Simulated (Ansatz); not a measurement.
**Geometry relaxation of GaN (part 1 of 2)**

System: GaN (P6₃mc, 4 atoms in the cell).
Method: DFT r2SCAN, scalar-relativistic, plane waves, PAW, no spin polarisation (Ansatz 0.2.0).

The structure derives from an entry of the Crystallography Open Database.

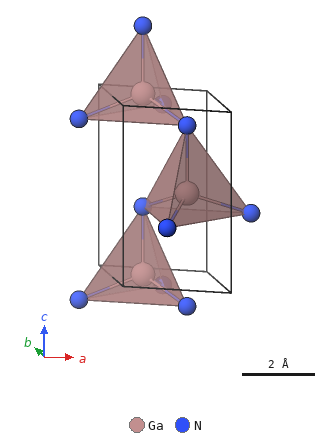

Fig. 1: The structure as given in the input (polyhedral view of the cell of the calculation, seen slightly off an axis; polyhedra are completed across the faces of the cell). An atom can appear more than once, as a periodic image.

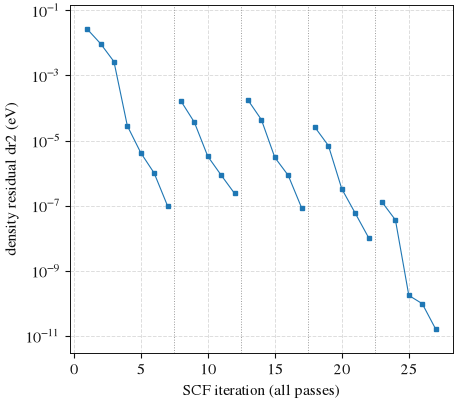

Fig. 2: Convergence of the self-consistent field: density residual dr2 against the SCF iteration. The dotted lines part the SCF passes of the relaxation: geometry steps, rejected trials and re-solves on a re-selected basis. The 5 passes take 5 to 7 iterations each, 27 in all.

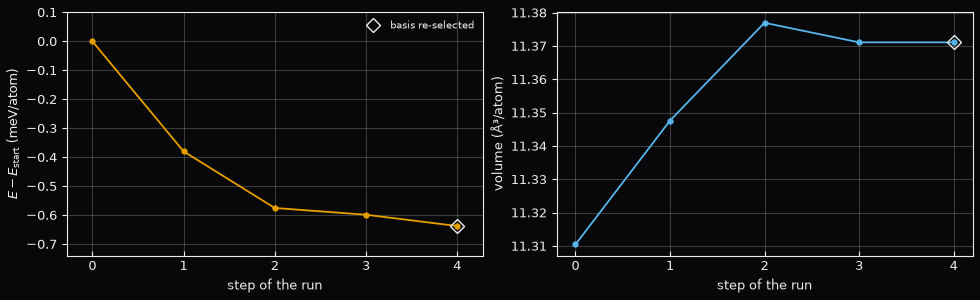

Fig. 3: Progress of the relaxation, step by step (the first geometry is step 0 here and step 1 in the log). The largest moves relative to the cell, 0.005 Å, are those of Ga1, Ga2, N3 and N4. Largest moves by element: N 0.005 Å, Ga 0.005 Å. The energy falls by 0.6 meV per atom in 3 geometry steps. Largest force component: 0.14 eV/Å at the start, 0.00018 eV/Å at the end. Pressure: 1.08 GPa at the start and 0.00 GPa at the end. A last SCF at the same geometry on a re-selected plane-wave basis shifts the energy by next to nothing (0.0 meV per atom). (Atoms are counted from 1 in the order of the input.)

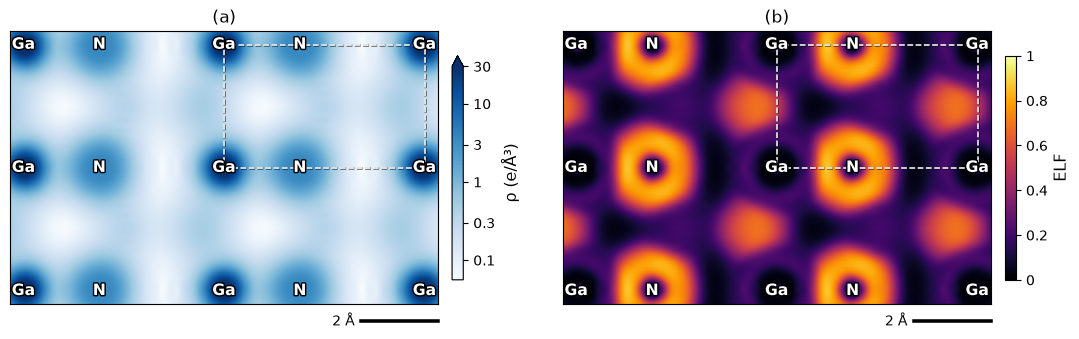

Fig. 4: (a) valence electron density; (b) electron localisation function on the (11̄0) plane of the conventional cell. Ga–N (1.95 Å): ρ at the midpoint is about 0.76 e/Å³; the ELF is about 0.50 at the midpoint. Away from the nuclei the density in this plane falls to 0.06 e/Å³ at its lowest. In a PAW calculation such maps are meaningful between the atoms, not at the nuclei.

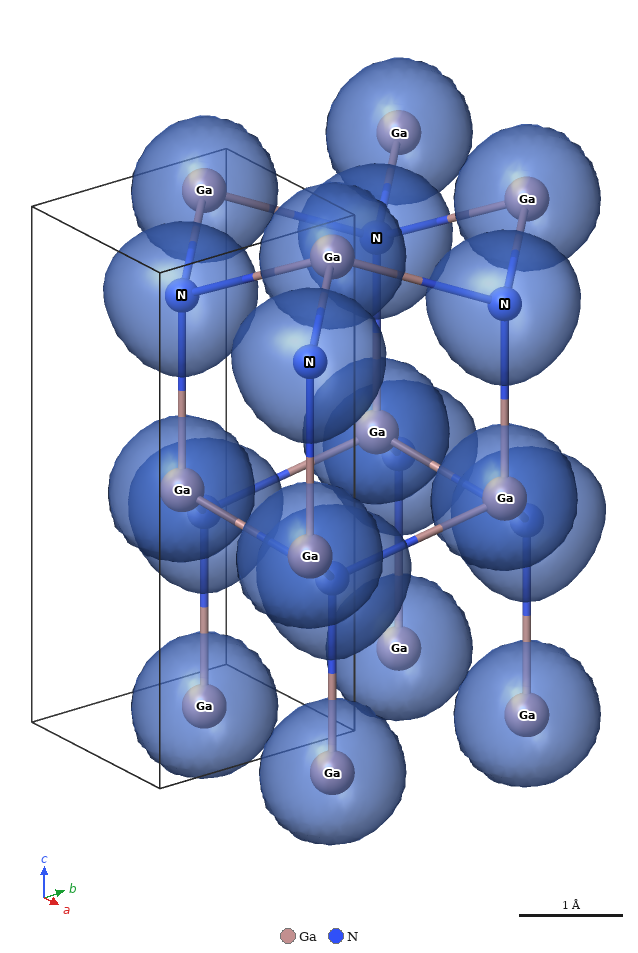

Fig. 5: Isosurface of the valence charge density (pseudo) at 1 e/Å³ (blue), seen slightly off an axis. Sticks mark near contacts. The outline is the cell set on symmetry axes. At this value the density breaks into separate islands; it holds about 70 % of the electrons treated as valence (semicore included). It is pinched off along the Ga–N (1.95 Å) contacts. On the grid the lowest density along these lines, outside the cores, is 0.73 e/Å³ (Ga–N, 1.95 Å).

The input and output of the run follow.

### The input
```yaml
crystal:
  lattice:
    - [3.1799996605, 0.0, 0.0]
    - [-1.5899998303, 2.75396049, 0.0]
    - [0.0, 0.0, 5.166]
  atoms:
    - { symbol: Ga, position: [0.3333333333, 0.6666666667, 0.0] }
    - { symbol: Ga, position: [0.6666666667, 0.3333333333, 0.5] }
    - { symbol: "N", position: [0.3333333333, 0.6666666667, 0.375] }
    - { symbol: "N", position: [0.6666666667, 0.3333333333, 0.875] }
basis:
  ecutwfc: 500
kpoints:
  mp_grid: { grid: [12, 12, 6] }
hamiltonian:
  xc: r2scan
scf:
  occupations: { method: gaussian, width: 0.02 }
output:
  forces: true
  stress: true
  eigenvalues: true
  write_density: true
  write_potential: true
  elf: true
  volumetric_format: npy
relax:
  adjacent_minimum: "off"
  f_tol: 0.005
  max_steps: 80
  cell: { stress_tol: 0.05 }
```

Launched with:
```bash
ansatz run input.yaml --threads 1 --pin off --max-ram 2560MiB --backend cpu --events-out ev --progress --plain --runs-dir out
```

### The program's output
```
Engine: ansatz 0.2.0, x86_64-unknown-linux-gnu
Pseudopotentials: kind: paw
Pseudopotential: Ga, paw, valence charge 13, recommended cutoff 500 eV (meta_gga), Ga.paw.azcp
Pseudopotential: N, paw, valence charge 5, recommended cutoff 500 eV (meta_gga), N.paw.azcp
Functional definition: r2SCAN
  parameter k0 = 0.174
  parameter k1 = 0.065
  parameter a1 = 4.9479
  exchange = r2scan_x(k0 = k0, k1 = k1, a1 = a1)
  correlation = r2scan_c
Crystal: 4 atoms, lattice volume = 45.242 Å³
Basis set: ecut = 500 eV, 1129 PW (Γ), exchange–correlation on 96×96×160 points (64 copies of the dense FFT grid, shifted against one another)
Bands: 22, of which v1, the nominal top of the filled ones, is band 18 counted from 1 (17 counted from 0)
Symmetry: 12 space group operations
Space group: P63mc (ITA 186), of the structure as read, at distance tolerance 3.6e-5 Å
k-points: 76 of 864 (time reversal used)
Non-local potential: Ga, projectors of the file, l = 0: 2, l = 1: 2, l = 2: 3, l = 3: 1
Non-local potential: N, projectors of the file, l = 0: 2, l = 1: 2, l = 2: 1
PAW form: soft (Blöchl's): semilocal exchange-correlation on the pseudo side does not see the compensation charge
PAW frozen core: Ga, regenerated for the run's functional (the file was generated under x = pbe(κ = 0.804, μ = 0.2195149727645171), c = pbe(β = 0.06672455060314922))
PAW frozen core: N, regenerated for the run's functional (the file was generated under x = pbe(κ = 0.804, μ = 0.2195149727645171), c = pbe(β = 0.06672455060314922))
PAW one-centre angular grid: Ga, 590 points (default); XC on 160 Gauss nodes
PAW one-centre angular grid: N, 302 points (default); XC on 160 Gauss nodes
Initial density: superposition of atomic densities (neutral atoms: chi_scale 0, normalization atom), corrected by the library's trained network
Initial wavefunctions: pseudopotential atomic-orbital guess
Functional: x = r2scan, c = r2scan; τ floored in thin density (d = 2e-4 eV/Å³)
SCF iter   1: F=—  HF=-8352.707957 eV  |F-HF|=—  |Δ(HF+E_count)|=         —  Δρ=1.25e-2  dr2=2.66e-2  dr2_τ=1.95e-1  ethr=1.77e-3  ⟨swp⟩=5.6  Hψ=7035  notcnv=0
preconditioner: auto → Resta (q_TF=auto, 2.626 Å⁻¹)  ε∞=4.5  [insulator: Δε(μ)=2.343 eV  Ē_g=17.686 eV  σ=0.020 eV  W_gap=1.00  n_scr=22 (ndim 8)  ℏωp=33.1 eV  f_vac=0.008  D(μ)=0.00/eV (n_scr^D=0)  ε∞_Penn≈4.5]
SCF iter   2: F=—  HF=-8352.772391 eV  |F-HF|=—  |Δ(HF+E_count)|=   6.44e-2  Δρ=5.88e-3  dr2=9.49e-3  dr2_τ=3.17e-4  ethr=7.40e-5  ⟨swp⟩=2.9  Hψ=4192  notcnv=0
SCF iter   3: F=—  HF=-8352.771855 eV  |F-HF|=—  |Δ(HF+E_count)|=   5.36e-4  Δρ=3.71e-3  dr2=2.66e-3  dr2_τ=8.76e-5  ethr=2.64e-5  ⟨swp⟩=3.0  Hψ=3206  notcnv=0
SCF iter   4: F=—  HF=-8352.771873 eV  |F-HF|=—  |Δ(HF+E_count)|=   1.87e-5  Δρ=3.13e-4  dr2=2.82e-5  dr2_τ=8.22e-6  ethr=7.40e-6  ⟨swp⟩=2.9  Hψ=2904  notcnv=0
SCF iter   5: F=—  HF=-8352.771896 eV  |F-HF|=—  |Δ(HF+E_count)|=   2.28e-5  Δρ=1.37e-4  dr2=4.22e-6  dr2_τ=5.13e-7  ethr=7.83e-8  ⟨swp⟩=2.0  Hψ=2983  notcnv=0
SCF iter   6: F=—  HF=-8352.771901 eV  |F-HF|=—  |Δ(HF+E_count)|=   4.42e-6  Δρ=4.62e-5  dr2=1.00e-6  dr2_τ=4.62e-8  ethr=1.17e-8  ⟨swp⟩=2.8  Hψ=3040  notcnv=0
SCF iter   7: F=-8352.771900 eV  HF=-8352.771900 eV  |F-HF|=5.88e-8  |Δ(HF+E_count)|=   1.12e-7  Δρ=1.51e-5  dr2=9.83e-8  dr2_τ=8.41e-9  ethr=2.78e-10  ⟨swp⟩=6.0  Hψ=10984  notcnv=0
SCF 1 converged in 7 iterations: F = -8352.771900 eV  dr2 = 9.83e-8
  greatest PAW one-centre occupation: 0.995 electrons in one spin orbital (limit 2), on the Ga atom at site 1 (counted from 0), in its partial waves of l = 2
relax step   1: F+E_penalty+E_count = -8352.77190041 eV  Δ(F+E_penalty+E_count) = +0.000e0 eV  max|allowed force component| = 1.417e-1 eV/Å  Δτ_max = 0.0000 Å  P = +1.076 GPa  Ω = 45.242 Å³  (7 SCF iters, dr2 threshold 1.00e-7 eV, accepted)
Crystal: 4 atoms, lattice volume = 45.390 Å³
Initial density: handed on by an earlier stage of this run
Initial wavefunctions: those handed on with the density
iter 1 solved again at ethr=4.51e-7 eV; its pass at ethr=3.10e-3 eV (dr2=1.62e-4 eV) is discarded
SCF iter   1: F=—  HF=-8352.773238 eV  |F-HF|=—  |Δ(HF+E_count)|=         —  Δρ=5.76e-4  dr2=1.63e-4  dr2_τ=2.02e-4  ethr=4.51e-7  ⟨swp⟩=2.0  Hψ=8244  notcnv=0
preconditioner: auto → Resta (q_TF=auto, 2.625 Å⁻¹)  ε∞=4.6  [insulator: Δε(μ)=2.355 eV  Ē_g=17.537 eV  σ=0.020 eV  W_gap=1.00  n_scr=22 (ndim 8)  ℏωp=33.1 eV  f_vac=0.010  D(μ)=0.00/eV (n_scr^D=0)  ε∞_Penn≈4.6]
SCF iter   2: F=—  HF=-8352.773426 eV  |F-HF|=—  |Δ(HF+E_count)|=   1.88e-4  Δρ=2.66e-4  dr2=3.64e-5  dr2_τ=1.33e-6  ethr=4.51e-7  ⟨swp⟩=2.0  Hψ=3043  notcnv=0
SCF iter   3: F=—  HF=-8352.773421 eV  |F-HF|=—  |Δ(HF+E_count)|=   4.89e-6  Δρ=1.03e-4  dr2=3.28e-6  dr2_τ=2.65e-7  ethr=1.01e-7  ⟨swp⟩=2.0  Hψ=2184  notcnv=0
SCF iter   4: F=—  HF=-8352.773421 eV  |F-HF|=—  |Δ(HF+E_count)|=   1.06e-7  Δρ=4.12e-5  dr2=8.64e-7  dr2_τ=8.17e-8  ethr=9.11e-9  ⟨swp⟩=2.0  Hψ=3007  notcnv=0
SCF iter   5: F=-8352.773420 eV  HF=-8352.773420 eV  |F-HF|=1.21e-7  |Δ(HF+E_count)|=   2.58e-7  Δρ=1.93e-5  dr2=2.37e-7  dr2_τ=3.19e-9  ethr=1.11e-9  ⟨swp⟩=8.5  Hψ=13618  notcnv=0
SCF 2 converged in 5 iterations: F = -8352.773420 eV  dr2 = 2.37e-7
relax step   2: F+E_penalty+E_count = -8352.77342016 eV  Δ(F+E_penalty+E_count) = -1.520e-3 eV  max|allowed force component| = 1.004e-1 eV/Å  Δτ_max = 0.0007 Å  P = +0.410 GPa  Ω = 45.390 Å³  energy of the carried Pulay correction = -9.316e-5 eV  (5 SCF iters, dr2 threshold 4.00e-7 eV, accepted)
Crystal: 4 atoms, lattice volume = 45.508 Å³
iter 1 solved again at ethr=4.83e-7 eV; its pass at ethr=3.10e-3 eV (dr2=1.74e-4 eV) is discarded
```
